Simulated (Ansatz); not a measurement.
```yaml
crystal:
  lattice:
    - [3.21129, 0.00000, 0.00000]
    - [0.00000, 3.21129, 0.00000]
    - [0.00000, 0.00000, 7.80462]
  atoms:
    - { symbol: Si, position: [0.00000, 0.00000, 0.33482] }
    - { symbol: Si, position: [0.50000, 0.50000, 0.83482] }
    - { symbol: Si, position: [0.00000, 0.00000, 0.66518] }
    - { symbol: Si, position: [0.50000, 0.50000, 0.16518] }
    - { symbol: W, position: [0.00000, 0.00000, 0.00000] }
    - { symbol: W, position: [0.50000, 0.50000, 0.50000] }
```

Space group I4/mmm.

Method: DFT r2SCAN, scalar-relativistic, plane waves, PAW in Ansatz.

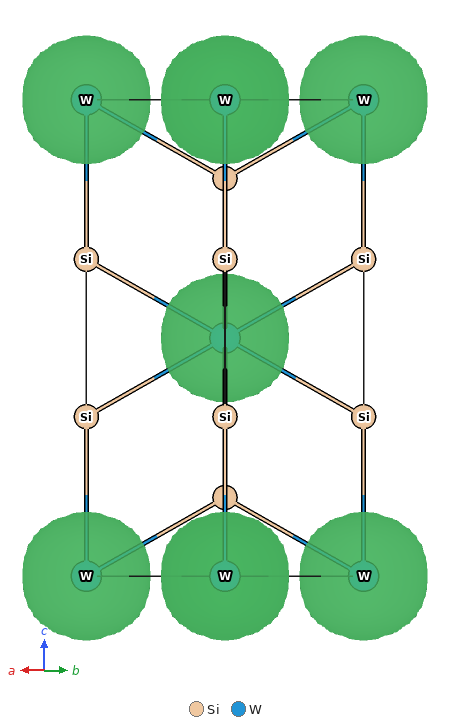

Si2W. Isosurface of the valence charge density (pseudo) at 0.6 e/Å³ (green), seen along [110]. Sticks mark near contacts.

Core electrons are frozen (PAW), and the valence fields are smoothed inside the atomic spheres.

Question: How is the density connected at this value?

Answer: At this value the density breaks into separate islands; it holds about 45 % of the electrons treated as valence (semicore included). It bridges none of the near contacts. It is pinched off along the shortest Si–W (2.61 Å) contacts. On the grid the lowest density along these lines, outside the cores, is 0.42 e/Å³ (Si–W, 2.61 Å).

Question: Does the calculation give a band gap?

Answer: It is metallic or semimetallic at this level of theory: no gap opens.
